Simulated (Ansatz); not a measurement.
## Energy of Nb along a strain of the cell

System: Nb (I4/mmm, 1 atom in the cell).
Method: DFT PBE, scalar-relativistic, plane waves, PAW, no spin polarisation (Ansatz 0.2.0).

The 5 runs differ only in the geometry, by a strain of the cell at fixed fractional positions. Against run 3, the strain is εzz = η. The structure derives from an entry of the Crystallography Open Database.

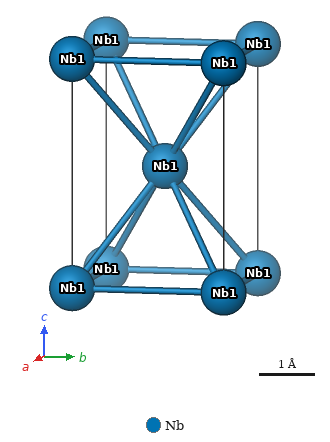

Figure 1. The structure of run 3 (ball-and-stick view of the cell 2 times as large as that of the calculation, set on its symmetry axes, seen slightly off an axis; atoms are numbered from 1 in the order of the input).

### Input of run 3
```yaml
crystal:
  lattice:
    - [0.0, 2.00925, 2.115]
    - [2.00925, 0.0, 2.115]
    - [2.00925, 2.00925, 0.0]
  atoms:
    - { symbol: Nb, position: [0.0, 0.0, 0.0] }
basis:
  ecutwfc: 420
kpoints:
  mp_grid: { grid: [20, 20, 20] }
hamiltonian:
  xc: pbe
scf:
  occupations: { method: gaussian, width: 0.15 }
output:
  forces: true
  stress: true
  eigenvalues: true
```

Command:
```bash
ansatz run input.yaml --threads 1 --pin off --max-ram 1228MiB --backend cpu --events-out ev --progress --plain --runs-dir out
```

Run 2 differs from it as follows:
```diff
-    - [0.0, 2.00925, 2.115]
-    - [2.00925, 0.0, 2.115]
+    - [0.0, 2.00925, 2.062125]
+    - [2.00925, 0.0, 2.062125]
```

### Results, with one run withheld

```csv
run,strain parameter η (%),"free energy per atom, from the lowest run given (meV)",pressure (GPa)
1,−5.0000,281.54,30.86
2,−2.5000,?,?
3,0.0000,122.19,17.84
4,2.5000,54.50,11.96
5,5.0000,0.00,6.66
```

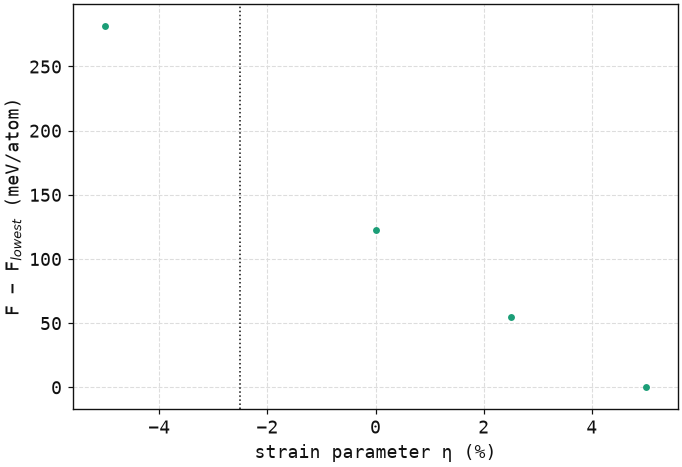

Figure 2. Free energy per atom of the runs given; the dotted line marks run 2.

Fit the runs given and predict run 2.

A quadratic polynomial in the coordinate, fitted to the 4 runs given, misses them by at most 1.14 meV per atom. With x = η − 0.6250, it reads F = 104.01 − 27.246 x + 0.77156 x² (meV per atom). At run 2 it gives 196.69 meV per atom, and the run itself gives 199.85. The fit has no minimum inside this range. So low a polynomial doesn't follow these energies more closely.

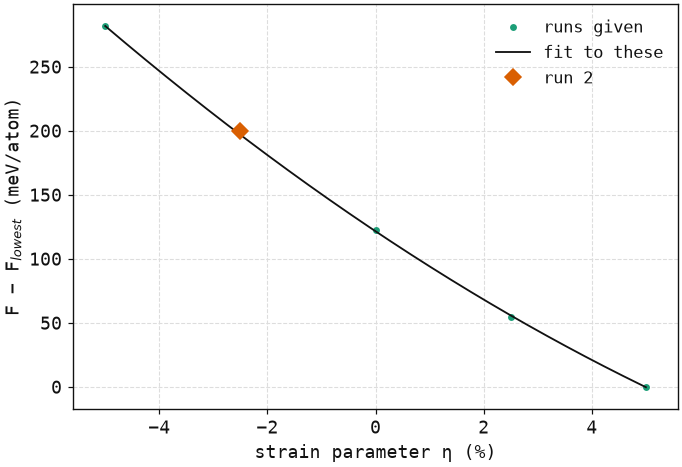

Figure 3. The fit and the withheld run.

### Output, shortened to warnings, some set-up lines, iterations and results (run 2)
```
Basis set: ecut = 420 eV, 331 PW (Γ), exchange–correlation on 40×40×40 points (8 copies of the dense FFT grid, shifted against one another)
Symmetry: 16 space group operations
k-points: 641 of 8000
Initial density: superposition of atomic densities (neutral atoms: chi_scale 0, normalization atom), corrected by the library's trained network
[...]
SCF iter   1: F=—  HF=-4551.830909 eV  |F-HF|=—  |Δ(HF+E_count)|=         —  Δρ=4.61e-3  dr2=1.11e-3  ethr=1.77e-3  ⟨swp⟩=5.0  Hψ=40347  notcnv=0
SCF iter   2: F=—  HF=-4551.830974 eV  |F-HF|=—  |Δ(HF+E_count)|=   6.48e-5  Δρ=2.30e-3  dr2=2.69e-4  ethr=8.53e-6  ⟨swp⟩=1.6  Hψ=13124  notcnv=0
SCF iter   3: F=—  HF=-4551.831040 eV  |F-HF|=—  |Δ(HF+E_count)|=   6.69e-5  Δρ=1.55e-4  dr2=2.11e-6  ethr=2.07e-6  ⟨swp⟩=1.8  Hψ=8314  notcnv=0
SCF iter   4: F=—  HF=-4551.831040 eV  |F-HF|=—  |Δ(HF+E_count)|=   9.59e-7  Δρ=3.88e-5  dr2=1.20e-7  ethr=1.62e-8  ⟨swp⟩=2.0  Hψ=11142  notcnv=0
SCF iter   5: F=-4551.831040 eV  HF=-4551.831040 eV  |F-HF|=2.06e-10  |Δ(HF+E_count)|=   1.22e-8  Δρ=7.83e-6  dr2=3.33e-9  ethr=9.21e-10  ⟨swp⟩=2.2  Hψ=8847  notcnv=0
SCF iter   6: F=-4551.831040 eV  HF=-4551.831040 eV  |F-HF|=4.46e-11  |Δ(HF+E_count)|=  7.29e-10  Δρ=1.08e-6  dr2=5.85e-11  ethr=2.56e-11  ⟨swp⟩=1.4  Hψ=22254  notcnv=0
SCF 1 converged in 6 iterations: F = -4551.831040 eV  dr2 = 5.85e-11
SCF converged after 6 iterations
Free energy (F): -4551.831040 eV
Harris-Foulkes:  -4551.831040 eV  (|F-HF|=4.46e-11)
Internal energy: -4551.815221 eV  (E = F + TS)
E sigma→0 (E₀):  -4551.823130 eV
Entropy (-TS):   -0.015818 eV (-15.818 meV/atom)
Fermi energy:    19.871720 eV
--- Per-component energies (eV) ---
  E_band       = -44.852888
  E_kinetic    = 399.240781
  E_local      = -647.429423  (includes V_loc(G=0)·N_el)
  E_nonlocal   = 120.355217
  E_hartree    = 203.073189
  E_xc         = -177.031111
  E_vxc        = -214.949091  (∫ρ·V_xc dr)
  E_paw        = -3073.748847  (= ΣΔE_a)
  E_vpaw       = -108.216802  (= ΣTr[D̂ρ^β])
  E_aug_tail   = 0.000005  (compensation charges beyond the density's cutoff)
  E_ewald      = -1376.275033
  E_smearing   = -0.015818  (= −TS)
  E_closure    = 0.000000  (closes the sum)
  Σ components = -4551.831040   (vs F -4551.831040, Δ=0.00e0)
--- Forces (eV/Å), atoms counted from 1 ---
  atom   1  Nb    -0.00000000     0.00000000    -0.00000000
  max |Σ_I F_I| component: 9.86e-32 eV/Å
--- Stress (GPa, compression-positive) ---
       21.091974       0.000000       0.000000
        0.000000      21.091974       0.000000
        0.000000       0.000000      30.256569
  P = ⅓ Tr σ = 24.1468 GPa (241.468 kbar)
```
